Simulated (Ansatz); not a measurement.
Geometry relaxation of CoSi (part 1 of 3)

System: CoSi (slab, 20 atoms in the cell).
Method: DFT PBE, scalar-relativistic, plane waves, PAW, no spin polarisation (Ansatz 0.2.0).

The structure derives from an entry of the Crystallography Open Database.

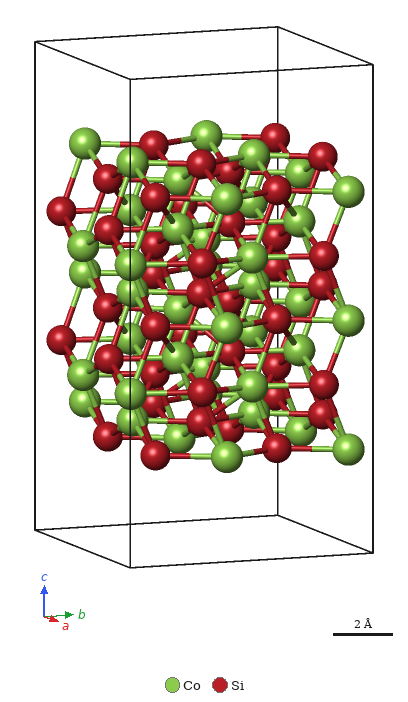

The starting structure (ball-and-stick view of the 2 × 2 repeat of the cell, with the vacuum cut short, seen slightly off an axis).

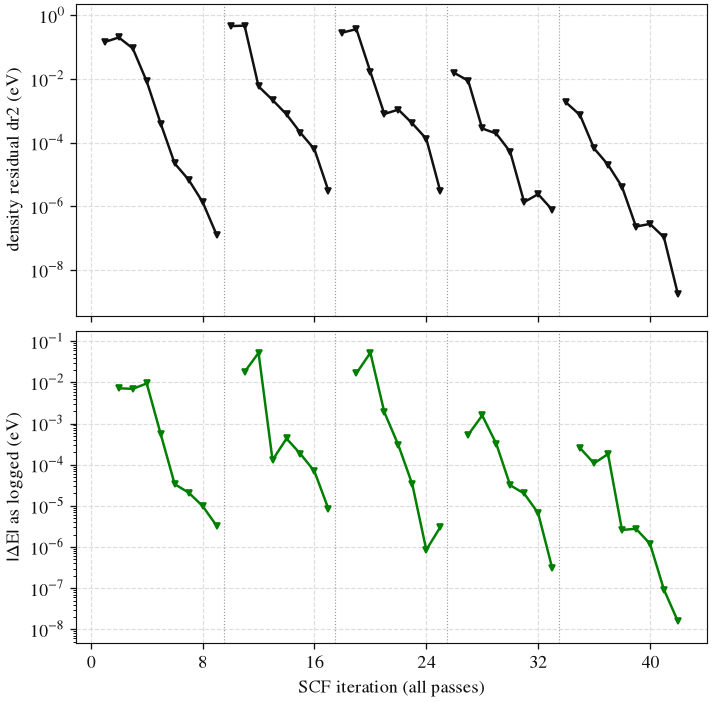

Convergence of the self-consistent field: density residual dr2 and size of the energy change against the SCF iteration. The dotted lines part the SCF passes of the relaxation: geometry steps, rejected trials and re-solves on a re-selected basis. The 5 passes take 8 to 9 iterations each, 42 in all.

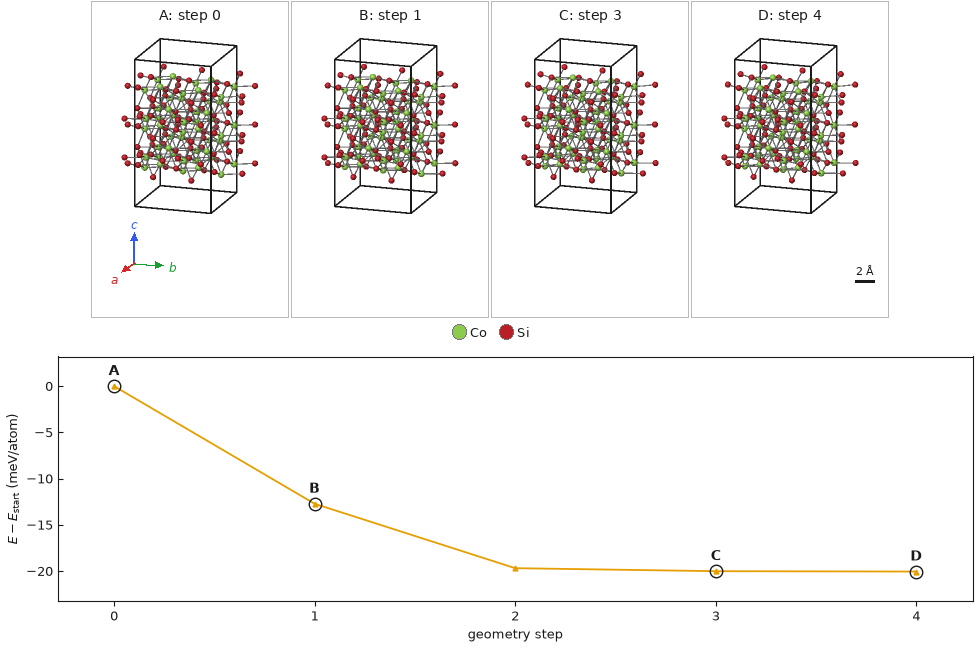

Frames of the relaxation (ball-and-stick view of the 2 × 2 repeat of the cell, with the vacuum cut short (origin shifted), with bonded neighbours outside it, seen slightly off an axis) above the curves, on which the letters mark them (the first geometry is step 0 here and step 1 in the log).

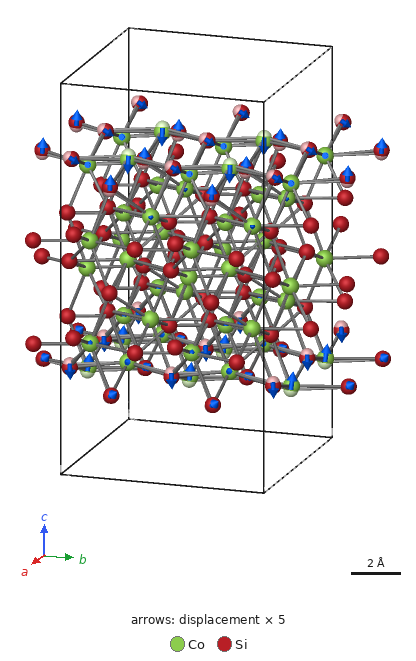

Start (faint) and end (solid) with the displacements as blue arrows, magnified 5 times (ball-and-stick view of the 2 × 2 repeat of the cell, with the vacuum cut short (origin shifted), with bonded neighbours outside it, seen slightly off an axis). The largest moves, 0.15 Å, are those of Co1 and Co20. Largest moves by element: Co 0.15 Å, Si 0.14 Å. The cell doesn't change. Distances before and after: Co1–Si3 2.432 → 2.299 Å, Co13–Si18 2.432 → 2.564 Å, Co16–Si18 2.317 → 2.412 Å, Co1–Si2 2.432 → 2.342 Å. Among the angles that change: Si18–Co20–Si18 136.7° → 150.0°, Co1–Si3–Co1 136.7° → 150.0°, Si15–Co20–Si18 68.6° → 75.6°. The energy falls by 20.0 meV per atom in 4 geometry steps. Largest force component: 1.1 eV/Å at the start, 0.0098 eV/Å at the end. (Atoms are counted from 1 in the order of the input.)

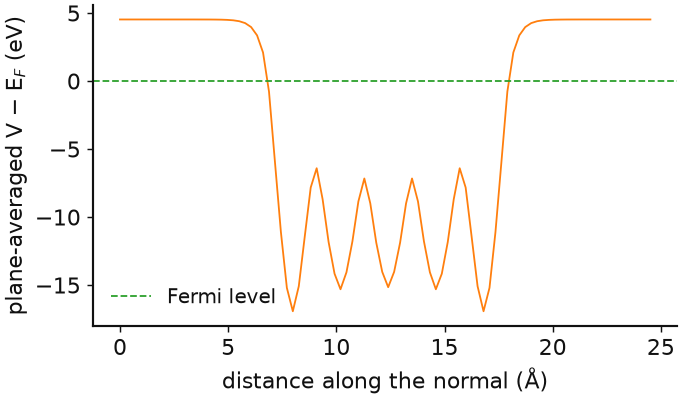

Plane average of the electrostatic potential energy of an electron across the cell, from the Fermi level. The vacuum level lies 4.54 eV above the Fermi level.

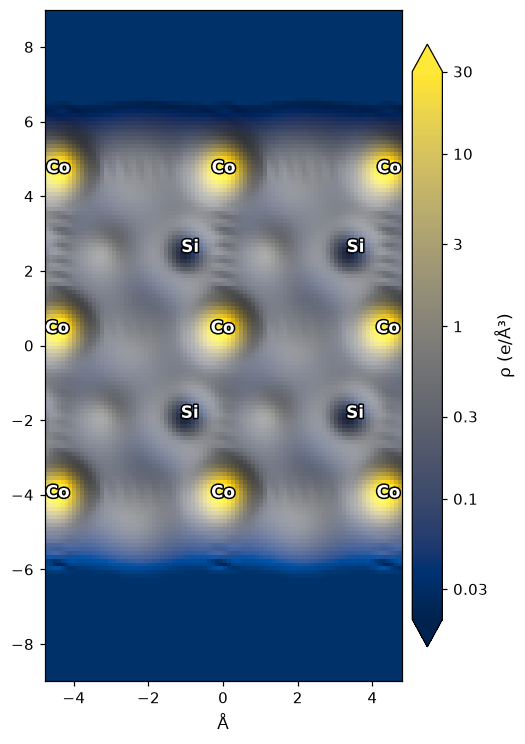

Valence charge density (pseudo) on the (100) plane of the calculation cell, a cut from vacuum to vacuum. Atoms in the plane: Co and Si. Co–Si (2.32 Å): ρ at the midpoint is about 0.48 e/Å³. Co–Si (2.32 Å): the density is about 0.48 e/Å³ at the midpoint. Co–Si (2.44 Å): the density is about 0.41 e/Å³ at the midpoint. The density dies away to nearly zero in the vacuum. Core electrons are frozen (PAW), so the fields are smoothed inside the atomic spheres.

These pictures come from the run below.

**Input**
```yaml
crystal:
  lattice:
    - [4.4308490675, 0.0, 0.0]
    - [0.0, 4.4308490675, 0.0]
    - [0.0, 0.0, 24.7920088446]
  atoms:
    - { symbol: Co, position: [0.8549810878, 0.8549810878, 0.302516833] }
    - { symbol: Si, position: [0.6568402896, 0.3431597104, 0.3046295597] }
    - { symbol: Si, position: [0.3431597104, 0.8431597104, 0.3379287263] }
    - { symbol: Co, position: [0.1450189122, 0.3549810878, 0.340041453] }
    - { symbol: Co, position: [0.6450189122, 0.1450189122, 0.3918772615] }
    - { symbol: Si, position: [0.8431597104, 0.6568402896, 0.3939899882] }
    - { symbol: Si, position: [0.1568402896, 0.1568402896, 0.4272891548] }
    - { symbol: Co, position: [0.3549810878, 0.6450189122, 0.4294018815] }
    - { symbol: Co, position: [0.8549810878, 0.8549810878, 0.48123769] }
    - { symbol: Si, position: [0.6568402896, 0.3431597104, 0.4833504167] }
    - { symbol: Si, position: [0.3431597104, 0.8431597104, 0.5166495833] }
    - { symbol: Co, position: [0.1450189122, 0.3549810878, 0.51876231] }
    - { symbol: Co, position: [0.6450189122, 0.1450189122, 0.5705981185] }
    - { symbol: Si, position: [0.8431597104, 0.6568402896, 0.5727108452] }
    - { symbol: Si, position: [0.1568402896, 0.1568402896, 0.6060100118] }
    - { symbol: Co, position: [0.3549810878, 0.6450189122, 0.6081227385] }
    - { symbol: Co, position: [0.8549810878, 0.8549810878, 0.659958547] }
    - { symbol: Si, position: [0.6568402896, 0.3431597104, 0.6620712737] }
    - { symbol: Si, position: [0.3431597104, 0.8431597104, 0.6953704403] }
    - { symbol: Co, position: [0.1450189122, 0.3549810878, 0.697483167] }
basis:
  ecutwfc: 420
kpoints:
  mp_grid: { grid: [8, 8, 1] }
hamiltonian:
  xc: pbe
scf:
  occupations: { method: gaussian, width: 0.1 }
output:
  forces: true
  eigenvalues: true
  write_density: true
  write_potential: true
  elf: true
  volumetric_format: npy
relax:
  adjacent_minimum: "off"
  f_tol: 0.02
  max_steps: 60
efield:
  axis: 3
  dipole_correction: true
```

Launch command:
```bash
ansatz run input.yaml --threads 2 --pin off --max-ram 5120MiB --backend cpu --events-out ev --progress --plain --runs-dir out
```

**Output**
```
Engine: ansatz 0.2.0, x86_64-unknown-linux-gnu
Pseudopotentials: kind: paw
Pseudopotential: Co, paw, valence charge 17, recommended cutoff 420 eV (normal), Co.paw.azcp
Pseudopotential: Si, paw, valence charge 4, recommended cutoff 420 eV (normal), Si.paw.azcp
Functional definition: PBE
  parameter kappa = 0.804
  parameter beta = 0.06672455060314922
  exchange = pbe_x(kappa = kappa, mu = beta*pi^2/3)
  correlation = pbe_c(beta = beta)
Crystal: 20 atoms, lattice volume = 486.727 Å³
Basis set: ecut = 420 eV, 9611 PW (Γ), exchange–correlation on 60×60×360 points (8 copies of the dense FFT grid, shifted against one another)
Bands: 126, of which v1, the nominal top of the filled ones, is band 105 counted from 1 (104 counted from 0)
Symmetry: 1 space group operations
k-points: 34 of 64 (time reversal used)
Non-local potential: Co, projectors of the file, l = 0: 3, l = 1: 2, l = 2: 3, l = 3: 1
Non-local potential: Si, projectors of the file, l = 0: 2, l = 1: 2, l = 2: 2
PAW form: soft (Blöchl's): semilocal exchange-correlation on the pseudo side does not see the compensation charge
PAW one-centre angular grid: Co, 590 points (default); XC on 64 Gauss nodes
PAW one-centre angular grid: Si, 110 points (default); XC on 64 Gauss nodes
Initial density: superposition of atomic densities (neutral atoms: chi_scale 0, normalization atom), corrected by the library's trained network
Initial wavefunctions: pseudopotential atomic-orbital guess
Functional: x = pbe(κ = 0.804, μ = 0.2195149727645171), c = pbe(β = 0.06672455060314922)
SCF iter   1: F=—  HF=-57626.668437 eV  |F-HF|=—  |Δ(HF+E_count)|=         —  Δρ=6.61e-3  dr2=1.47e-1  ethr=1.77e-3  p=0.000 e·Å  D=5.70e-14 V/Å  ΔV_dip=-0.00 eV  dr2_dipole=5.56e-7  V_vac-E_F(+/−)=4.58/4.58 eV  ⟨swp⟩=9.2  Hψ=22781  notcnv=0  defer=66
efield: sawtooth ramp at fractional position 0.9500 (placed from the atoms, in the widest stretch of the axis that holds none; the zero of the levels goes with the place), width 0.1000; the density the first Hamiltonian is built on has a dipole p = 0.000 e·Å; the dipole correction subtracts the counter field D = 5.70e-14 V/Å, which shifts the + side's vacuum level by -0.00 eV against the − side's; the planar-averaged density in the ramp window peaks in size at 3.6e-5 e/Å³
preconditioner: auto → LDOS  [metal: Δε(μ)=0.026 eV  Ē_g=5.935 eV  σ=0.100 eV  W_gap=0.14  n_scr=114 (ndim 8)  ℏωp=19.2 eV  f_vac=0.488  D(μ)=8.65/eV (n_scr^D=50)  β→1.0]
SCF iter   2: F=—  HF=-57626.675644 eV  |F-HF|=—  |Δ(HF+E_count)|=   7.21e-3  Δρ=7.62e-3  dr2=2.04e-1  ethr=7.01e-5  p=0.000 e·Å  D=8.87e-7 V/Å  ΔV_dip=-0.00 eV  dr2_dipole=3.22e-7  V_vac-E_F(+/−)=4.50/4.50 eV  ⟨swp⟩=2.6  Hψ=9217  notcnv=0  defer=423
SCF iter   3: F=—  HF=-57626.668650 eV  |F-HF|=—  |Δ(HF+E_count)|=   6.99e-3  Δρ=5.24e-3  dr2=9.26e-2  ethr=7.01e-5  p=-0.000 e·Å  D=-1.29e-6 V/Å  ΔV_dip=0.00 eV  dr2_dipole=2.24e-8  V_vac-E_F(+/−)=4.53/4.53 eV  ⟨swp⟩=2.2  Hψ=6783  notcnv=0  defer=423
SCF iter   4: F=—  HF=-57626.659197 eV  |F-HF|=—  |Δ(HF+E_count)|=   9.45e-3  Δρ=1.48e-3  dr2=8.45e-3  ethr=4.41e-5  p=-0.000 e·Å  D=-2.05e-8 V/Å  ΔV_dip=0.00 eV  dr2_dipole=7.94e-8  V_vac-E_F(+/−)=4.52/4.52 eV  ⟨swp⟩=2.1  Hψ=5261  notcnv=0  defer=423
SCF iter   5: F=—  HF=-57626.658642 eV  |F-HF|=—  |Δ(HF+E_count)|=   5.55e-4  Δρ=3.35e-4  dr2=3.99e-4  ethr=4.02e-6  p=-0.000 e·Å  D=-1.20e-6 V/Å  ΔV_dip=0.00 eV  dr2_dipole=4.37e-8  V_vac-E_F(+/−)=4.52/4.52 eV  ⟨swp⟩=2.1  Hψ=6185  notcnv=0  defer=315
SCF iter   6: F=—  HF=-57626.658676 eV  |F-HF|=—  |Δ(HF+E_count)|=   3.37e-5  Δρ=6.84e-5  dr2=2.23e-5  ethr=1.90e-7  p=-0.000 e·Å  D=-5.58e-7 V/Å  ΔV_dip=0.00 eV  dr2_dipole=1.37e-8  V_vac-E_F(+/−)=4.51/4.51 eV  ⟨swp⟩=2.2  Hψ=7377  notcnv=0  defer=184
iter 7 did not close the SCF: its close was put off until two iterations running show no level that it waits for move by more than its bar (scf_convergence_deferred on its scf_iter line)
SCF iter   7: F=-57626.658706 eV  HF=-57626.658697 eV  |F-HF|=8.82e-6  |Δ(HF+E_count)|=   2.10e-5  Δρ=4.13e-5  dr2=6.82e-6  ethr=4.76e-9  p=-0.000 e·Å  D=-2.98e-7 V/Å  ΔV_dip=0.00 eV  dr2_dipole=5.49e-9  V_vac-E_F(+/−)=4.51/4.51 eV  ⟨swp⟩=26.0  Hψ=52173  notcnv=0
iter 8 did not close the SCF: its close was put off until two iterations running show no level that it waits for move by more than its bar (scf_convergence_deferred on its scf_iter line)
SCF iter   8: F=-57626.658710 eV  HF=-57626.658707 eV  |F-HF|=2.79e-6  |Δ(HF+E_count)|=   9.89e-6  Δρ=1.84e-5  dr2=1.36e-6  ethr=3.25e-9  p=-0.000 e·Å  D=-1.89e-7 V/Å  ΔV_dip=0.00 eV  dr2_dipole=1.04e-9  V_vac-E_F(+/−)=4.51/4.51 eV  ⟨swp⟩=14.3  Hψ=40311  notcnv=0
SCF iter   9: F=-57626.658711 eV  HF=-57626.658710 eV  |F-HF|=4.09e-7  |Δ(HF+E_count)|=   3.28e-6  Δρ=4.62e-6  dr2=1.27e-7  ethr=6.46e-10  p=-0.000 e·Å  D=-3.03e-8 V/Å  ΔV_dip=0.00 eV  dr2_dipole=2.28e-12  V_vac-E_F(+/−)=4.51/4.51 eV  ⟨swp⟩=13.0  Hψ=38594  notcnv=0
SCF 1 converged in 9 iterations: F = -57626.658711 eV  dr2 = 1.27e-7
  greatest PAW one-centre occupation: 1.001 electrons in one spin orbital (limit 2), on the Co atom at site 19 (counted from 0), in its partial waves of l = 1
relax step   1: F+E_penalty+E_count = -57626.65871069 eV  Δ(F+E_penalty+E_count) = +0.000e0 eV  max|allowed force component| = 1.119e0 eV/Å  Δτ_max = 0.0000 Å  (9 SCF iters, dr2 threshold 1.00e-5 eV, accepted)
Initial density: handed on by an earlier stage of this run
Initial wavefunctions: those handed on with the density
iter 1 solved again at ethr=2.44e-4 eV; its pass at ethr=3.10e-3 eV (dr2=5.13e-1 eV) is discarded
```
